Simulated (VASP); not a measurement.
**C: single-point calculation (part 1 of 2)**

The run: single-point calculation of C (P1, 16 atoms in the cell). Method and program: Kohn-Sham DFT of a periodic cell, LDA, VASP PAW LDA potentials, recommended, no spin polarisation (VASP 6.6.1).

The structure was built on a prototype by a generator; it need not be a known phase. It belongs to a series of runs on one base structure; here: dynamics from the last frame of the run before.

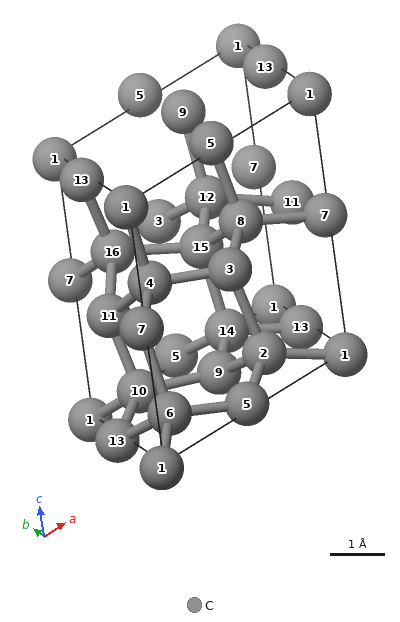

**Figure 1.** The structure as given in the input (ball-and-stick view of the cell of the calculation, set on other vectors, seen slightly off an axis; atoms are numbered from 1 in the order of the input).

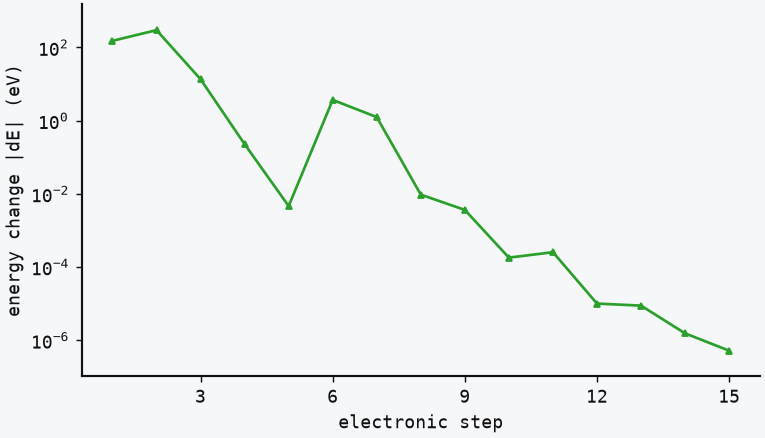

**Figure 2.** Convergence of the self-consistent field: energy change |dE| against the electronic step. It takes 15 electronic steps. The density is held fixed in the first few steps, and dE rises again when its update begins.

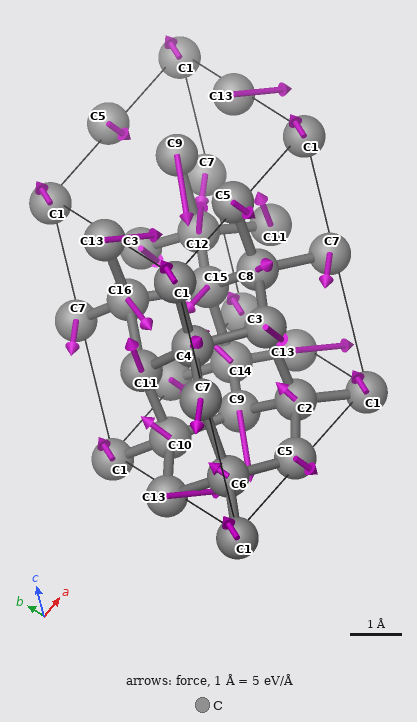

**Figure 3.** Forces on the atoms as pink arrows (ball-and-stick view of the cell of the calculation, set on other vectors, seen slightly off an axis; atoms are numbered from 1 in the order of the input). The largest act on C9 (7.75 eV/Å); C13 (7.15 eV/Å); C12 (6.25 eV/Å); C3 (5.68 eV/Å), among others. The geometry is not a stationary point of this energy.

These pictures come from the run below.

INCAR
```
SYSTEM = C
ALGO = Fast
EDIFF = 1E-6
ENCUT = 520
ISIF = 2
ISMEAR = -1
LASPH = .True.
LCHARG = .True.
LELF = .True.
LREAL = Auto
LVHAR = .True.
LWAVE = .False.
NBANDS = 46
NELM = 100
PREC = Accurate
SIGMA = 0.24
```

KPOINTS
```
k-points
0
Gamma
  3 3 3
  0 0 0
```

POSCAR
```
C
1.0
    0.0000000000      3.6852400000      3.6852400000
    3.6852400000      0.0000000000      3.6852400000
    3.6852400000      3.6852400000      0.0000000000
C
16
Direct
   -0.0159284063      0.0431722222     -0.0075978769
    0.0968864986      0.1527580293      0.1385391453
   -0.0272302482      0.0220474108      0.5494486112
    0.1599760124      0.1181876893      0.6166084163
   -0.0055220284      0.5191113740      0.0298352346
    0.1149721592      0.6595228533      0.1254463753
    0.0242860709      0.4708784231      0.5167099022
    0.1361105383      0.6235414790      0.6429160652
    0.4738497357     -0.0126857410      0.0455465587
    0.6138541859      0.1536941963      0.1088938577
    0.5354061065     -0.0006512466      0.4666181850
    0.6023216941      0.1536670610      0.6490486373
    0.5000759788      0.5372513052      0.0181263635
    0.6098110299      0.6526033583      0.1316874885
    0.4908635530      0.4889369485      0.5239143177
    0.6666729982      0.5855927972      0.6424954684
```

Launch command:
```bash
cat potpaw_LDA.64/C/POTCAR > POTCAR
mpirun -np 1 vasp_std > vasp.out
```

OSZICAR
```
N       E                     dE             d eps       ncg     rms          rms(c)
DAV:   1     0.151945565310E+03    0.15195E+03   -0.32913E+04  1288   0.134E+03
DAV:   2    -0.146190606739E+03   -0.29814E+03   -0.28115E+03  1648   0.254E+02
DAV:   3    -0.159775262754E+03   -0.13585E+02   -0.13436E+02  1680   0.504E+01
DAV:   4    -0.160003591880E+03   -0.22833E+00   -0.22750E+00  1744   0.686E+00
DAV:   5    -0.160008222173E+03   -0.46303E-02   -0.46260E-02  1620   0.959E-01    0.144E+01
RMM:   6    -0.156317122370E+03    0.36911E+01   -0.26617E+00  1325   0.644E+00    0.832E+00
RMM:   7    -0.155065838826E+03    0.12513E+01   -0.40118E+00  1436   0.823E+00    0.170E+00
RMM:   8    -0.155075356386E+03   -0.95176E-02   -0.25641E-01  1522   0.275E+00    0.551E-01
RMM:   9    -0.155078990600E+03   -0.36342E-02   -0.46447E-02  1605   0.982E-01    0.174E-01
RMM:  10    -0.155078810076E+03    0.18052E-03   -0.91474E-03  1576   0.437E-01    0.500E-02
RMM:  11    -0.155079064304E+03   -0.25423E-03   -0.25929E-03  1651   0.197E-01    0.420E-02
RMM:  12    -0.155079074324E+03   -0.10019E-04   -0.39155E-04  1647   0.832E-02    0.198E-02
RMM:  13    -0.155079083131E+03   -0.88074E-05   -0.95258E-05  1663   0.372E-02    0.980E-03
RMM:  14    -0.155079081594E+03    0.15371E-05   -0.26066E-05  1587   0.212E-02    0.296E-03
RMM:  15    -0.155079082111E+03   -0.51714E-06   -0.61026E-06  1498   0.103E-02
   1 F= -.15507908E+03 E0= -.15507622E+03  d E =-.573267E-02
```

Parts of OUTCAR
```
SYSTEM = C
   EDIFF = 1E-6
   ENCUT = 520
   ISIF = 2
   ISMEAR = -1
   LASPH = .True.
   LREAL = Auto
   NELM = 100
   PREC = Accurate

 ion  position               nearest neighbor table
   1  0.984  0.043  0.992-   2 1.57  10 1.58   4 1.62   6 1.63
   2  0.097  0.153  0.139-   5 1.57   1 1.57   9 1.62   3 1.75
   3  0.973  0.022  0.549-   4 1.53  12 1.58   8 1.71   2 1.75
   4  0.160  0.118  0.617-   7 1.50   3 1.53  11 1.60   1 1.62
   5  0.994  0.519  0.030-   6 1.52   2 1.57  14 1.64   8 1.65
   6  0.115  0.660  0.125-   5 1.52   1 1.63  13 1.64   7 1.69
   7  0.024  0.471  0.517-   4 1.50  16 1.52   8 1.67   6 1.69
   8  0.136  0.624  0.643-  15 1.51   5 1.65   7 1.67   3 1.71
   9  0.474  0.987  0.046-  14 1.43  10 1.60   2 1.62  12 1.70
  10  0.614  0.154  0.109-  11 1.54   1 1.58   9 1.60  13 1.65
  11  0.535  0.999  0.467-  10 1.54   4 1.60  12 1.75  16 1.77
  12  0.602  0.154  0.649-  15 1.43   3 1.58   9 1.70  11 1.75
  13  0.500  0.537  0.018-  14 1.44  16 1.64   6 1.64  10 1.65
  14  0.610  0.653  0.132-   9 1.43  13 1.44   5 1.64  15 1.68
  15  0.491  0.489  0.524-  12 1.43   8 1.51  14 1.68  16 1.68
  16  0.667  0.586  0.642-   7 1.52  13 1.64  15 1.68  11 1.77

  LATTYP: Found a face centered cubic cell.
 ALAT       =     7.3704800000

  Lattice vectors:

 A1 = (   0.0000000000,   3.6852400000,   3.6852400000)
 A2 = (   3.6852400000,   0.0000000000,   3.6852400000)
 A3 = (   3.6852400000,   3.6852400000,   0.0000000000)

Analysis of symmetry for initial positions (statically):
=====================================================================
 Subroutine PRICEL returns:
 Original cell was already a primitive cell.

 Routine SETGRP: Setting up the symmetry group for a
 face centered cubic supercell.

 Subroutine GETGRP returns: Found  1 space group operations
 (whereof  1 operations were pure point group operations)
 out of a pool of 48 trial point group operations.

The static configuration has the point symmetry C_1 .

Analysis of symmetry for dynamics (positions and initial velocities):
=====================================================================
 Subroutine PRICEL returns:
 Original cell was already a primitive cell.

 Routine SETGRP: Setting up the symmetry group for a
 face centered cubic supercell.

 Subroutine GETGRP returns: Found  1 space group operations
 (whereof  1 operations were pure point group operations)
 out of a pool of 48 trial point group operations.

The dynamic configuration has the point symmetry C_1 .

 Subroutine INISYM returns: Found  1 space group operations
 (whereof  1 operations are pure point group operations),
 and found     1 'primitive' translations

----------------------------------------------------------------------------------------

                                     Primitive cell

  volume of cell :     100.0984

  direct lattice vectors                    reciprocal lattice vectors
     0.000000000  3.685240000  3.685240000    -0.135676374  0.135676374  0.135676374
     3.685240000  0.000000000  3.685240000     0.135676374 -0.135676374  0.135676374
     3.685240000  3.685240000  0.000000000     0.135676374  0.135676374 -0.135676374

  length of vectors
     5.211716389  5.211716389  5.211716389     0.234998373  0.234998373  0.234998373

  position of ions in fractional coordinates (direct lattice)
     0.984071594  0.043172222  0.992402123
     0.096886499  0.152758029  0.138539145
     0.972769752  0.022047411  0.549448611
     0.159976012  0.118187689  0.616608416
     0.994477972  0.519111374  0.029835235
     0.114972159  0.659522853  0.125446375
     0.024286071  0.470878423  0.516709902
     0.136110538  0.623541479  0.642916065
     0.473849736  0.987314259  0.045546559
     0.613854186  0.153694196  0.108893858
     0.535406106  0.999348753  0.466618185
     0.602321694  0.153667061  0.649048637
     0.500075979  0.537251305  0.018126364
     0.609811030  0.652603358  0.131687488
     0.490863553  0.488936948  0.523914318
     0.666672998  0.585592797  0.642495468

  ion indices of the primitive-cell ions
   primitive index   ion index
                 1           1
                 2           2
                 3           3
                 4           4
                 5           5
                 6           6
                 7           7
                 8           8
                 9           9
                10          10
                11          11
                12          12
                13          13
                14          14
                15          15
                16          16

----------------------------------------------------------------------------------------

 KPOINTS: k-points

Automatic generation of k-mesh.
 Grid dimensions read from file:
 generate k-points for:    3    3    3

 Generating k-lattice:

  Cartesian coordinates                     Fractional coordinates (reciprocal lattice)
    -0.045225458  0.045225458  0.045225458     0.333333333  0.000000000  0.000000000
     0.045225458 -0.045225458  0.045225458     0.000000000  0.333333333  0.000000000
     0.045225458  0.045225458 -0.045225458     0.000000000  0.000000000  0.333333333

  Length of vectors
     0.078332791  0.078332791  0.078332791

  Shift w.r.t. Gamma in fractional coordinates (k-lattice)
     0.000000000  0.000000000  0.000000000

 Subroutine IBZKPT returns following result:
 ===========================================

 Found     14 irreducible k-points:

 Following reciprocal coordinates:
            Coordinates               Weight
  0.000000  0.000000  0.000000      1.000000
  0.333333  0.000000  0.000000      2.000000
  0.000000  0.333333  0.000000      2.000000
  0.000000  0.000000  0.333333      2.000000
  0.333333  0.333333  0.333333      2.000000
  0.333333  0.333333  0.000000      2.000000
  0.000000  0.333333  0.333333      2.000000
  0.333333  0.000000  0.333333      2.000000
 -0.333333  0.333333  0.000000      2.000000
  0.000000 -0.333333  0.333333      2.000000
  0.333333  0.000000 -0.333333      2.000000
  0.333333  0.333333 -0.333333      2.000000
 -0.333333  0.333333 -0.333333      2.000000
  0.333333 -0.333333 -0.333333      2.000000
   k-points           NKPTS =     14   k-points in BZ     NKDIM =     14   number of bands    NBANDS=     46
   number of dos      NEDOS =    301   number of ions     NIONS =     16
   total plane-waves  NPLWV =  64000
   dimension x,y,z NGX =    40 NGY =   40 NGZ =   40
   dimension x,y,z NGXF=    80 NGYF=   80 NGZF=   80
   ions per type =              16
   NGX,Y,Z   is equivalent  to a cutoff of  12.76, 12.76, 12.76 a.u.
   NGXF,Y,Z  is equivalent  to a cutoff of  25.52, 25.52, 25.52 a.u.
 SYSTEM =  C
   PREC   = accura    normal or accurate (medium, high low for compatibility)
   ISTART =      0    job   : 0-new  1-cont  2-samecut
   ICHARG =      2    charge: 1-file 2-atom 10-const
   ISPIN  =      1    spin polarized calculation?
   LNONCOLLINEAR =      F non collinear calculations
   LSORBIT =      F    spin-orbit coupling
   LASPH  =      T    aspherical Exc in radial PAW
   ENCUT  =  520.0 eV  38.22 Ry    6.18 a.u.   9.69  9.69  9.69*2*pi/ulx,y,z
   NELM   =    100;   NELMIN=  2; NELMDL= -5     # of ELM steps
   EDIFF  = 0.1E-05   stopping-criterion for ELM
   LREAL  =      T    real-space projection
   EDIFFG = 0.1E-04   stopping-criterion for IOM
   NSW    =      0    number of steps for IOM
   IBRION =     -1    ionic relax: 0-MD 1-quasi-New 2-CG
   NFREE  =      0    steps in history (QN), initial steepest desc. (CG)
   ISIF   =      2    stress and relaxation
   ISYM   =      2    0-nonsym 1-usesym 2-fastsym
   POTIM  = 0.5000    time-step for ionic-motion
   TEBEG  =    0.0;   TEEND  =   0.0 temperature during run
   PSTRESS=    0.0 pullay stress
   NELECT =      64.0000    total number of electrons
   NUPDOWN=      -1.0000    fix difference up-down
   EMIN   =  10.00;   EMAX   =-10.00  energy-range for DOS
   EFERMI =   0.00;   METHOD = LEGACY
   ISMEAR =    -1;   SIGMA  =   0.24  broadening in eV -4-tet -1-fermi 0-gaus
   EFERMI_NEDOS =   21; number of points for ismear=-14 and -15
   IALGO  =     68    algorithm
   IMIX   =      4    mixing-type and parameters
     AMIX     =   0.40;   BMIX     =  1.00
     AMIX_MAG =   1.60;   BMIX_MAG =  1.00
  volume/ion in A,a.u.               =       6.26        42.22
  Fermi-wavevector in a.u.,A,eV,Ry     =   1.410346  2.665168 27.063025  1.989076
  Thomas-Fermi vector in A             =   2.532309
   LORBIT       =      0    0 simple, 1 ext, 2 COOP (PROOUT), +10 PAW based schemes
   GGA     = CA    functional components
   LHFCALC =     F    Hartree Fock is set to
   AEXX    =    0.0000 exact exchange contribution
   IVDW    =     0    specifies the selected vdW correction
   LEPSILON=     F    determine dielectric tensor
   LRPA    =     F    only Hartree local field effects (RPA)
 non-spin polarized calculation
 RMM-DIIS sequential band-by-band and
  energy-cutoff  :      520.00
  volume of cell :      100.10
 maximum number of plane-waves:      2733
   NGX = 19   NGY = 19   NGZ = 19

 number of electron      64.0000000 magnetization

 Free energy of the ion-electron system (eV)
  ---------------------------------------------------
  ext. energy  EPLUGINS =         0.00000000
  ---------------------------------------------------
  free energy    TOTEN  =      -155.07908211 eV

  energy without entropy =     -155.07334944  energy(sigma->0) =     -155.07621577

 E-fermi :  10.2274     XC(G=0): -13.0419     alpha+bet :-16.2937

 val. band max:        9.3339065387   @ k =   0.0000   0.0000   0.0000
 cond. band min:      11.3747690786   @ k =   0.0000   0.0000   0.0000
 fundamental gap:      2.0408625399
 Fermi energy:        10.2274166647
```
